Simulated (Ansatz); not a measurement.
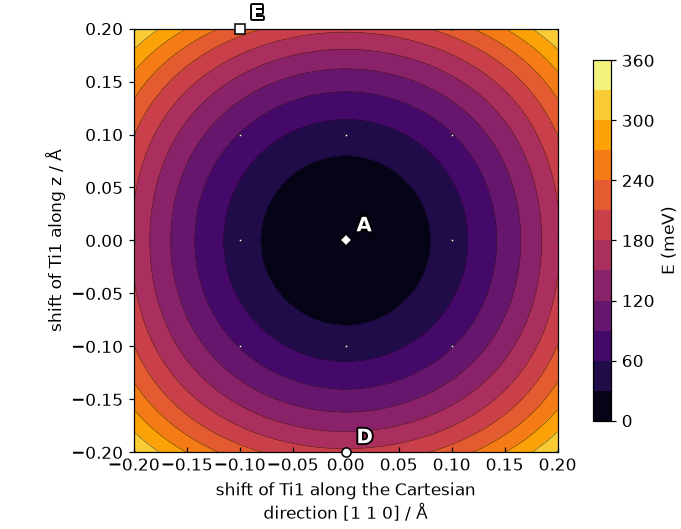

TiC (Fm-3m, No. 225; 2 atoms in the cell). Atom Ti1 is moved over a plane while all other atoms and the cell stay fixed (its periodic images move with it) (x, y and z along the cube axes). The first coordinate is: shift of Ti1 along the Cartesian direction [1 1 0]; the second: shift of Ti1 along z. Grid: 5 × 5 points; 9 points were computed and 16 follow by symmetry. Points are written as (first, second). All energies are given in meV per cell relative to the lowest grid point. The reference cell is the one listed in the database, not relaxed at this level. The calculation used Ansatz, DFT PBE, scalar-relativistic, plane waves, PAW. Settings: cutoff 420 eV, k-mesh 18×18×18, gaussian smearing 0.15 eV, no spin polarisation.

Drawn: filled contours, dots at the grid points, lettered points. Between grid points the surface is interpolated.

### Is A the lowest point of the computed grid?

Yes. A, at (0.0 Å, 0.0 Å), has the lowest energy of the grid.

### Rank the lettered points by energy, lowest first.

A (0 meV), D (187 meV), E (224 meV).
